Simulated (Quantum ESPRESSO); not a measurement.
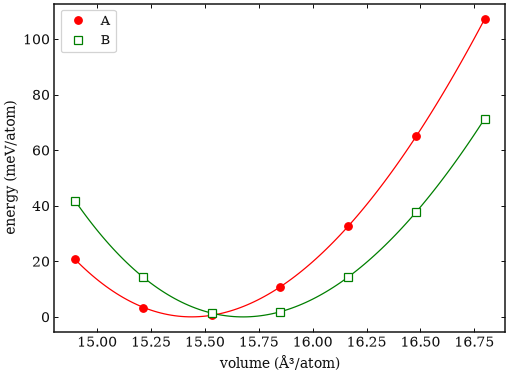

Plotted: energy against volume, with one curve for each functional, for W (space group Im-3m). The labels are replaced by letters. In alphabetical order the cases are: AM05; LDA.

How it was computed, with Quantum ESPRESSO 7.5: plane-wave DFT, no spin polarisation; energies at scaled volumes of the given cell, shape and fractions fixed, counted from the fit's minimum, third-order Birch-Murnaghan fit. All runs: no spin polarisation.

k mesh 12×12×12; occupations Fermi–Dirac; smearing width 0.05 eV.

Which letter stands for which functional?

A: LDA; B: AM05.

Limits of the calculation: potentials made for another functional (AM05).
